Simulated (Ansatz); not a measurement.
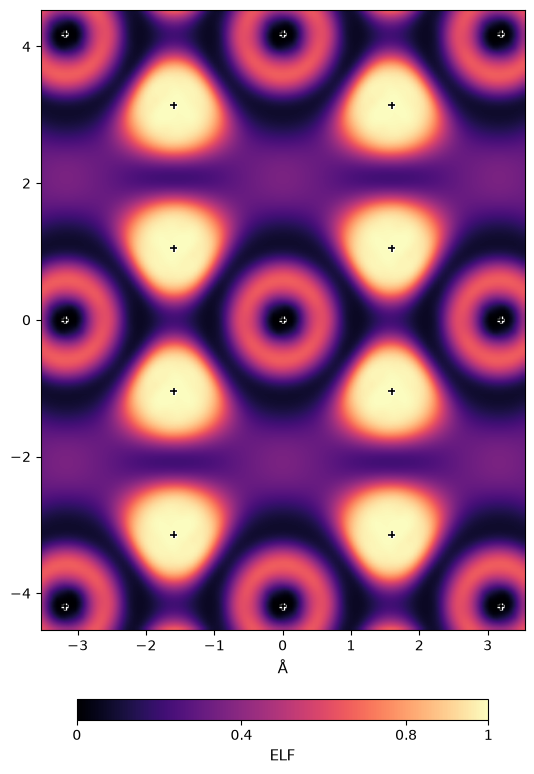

The electron localisation function on a plane through atoms (crosses mark nuclei in the plane).

Method: Ansatz, Kohn-Sham DFT of a periodic cell, r2SCAN, Ansatz PAW.

Candidates:
A. CuO, a = 3.98 Å, b = 4.31 Å, c = 5.16 Å, α = 90.00°, β = 90.00°, γ = 90.00°. Space group Cccm; a structure from a database of computed crystals, not necessarily the ambient phase; computed pressure about −5 GPa in this cell.
B. TiH$_{2}$, a = 3.19 Å, b = 3.19 Å, c = 4.19 Å, α = 90.00°, β = 90.00°, γ = 90.00°. Space group I4/mmm.

Which system is this?

Candidate B: TiH$_{2}$ on the (100) plane of the conventional cell, which holds Ti and H. Ti–H (1.91 Å): the ELF climbs to about 1 towards the hydrogen.
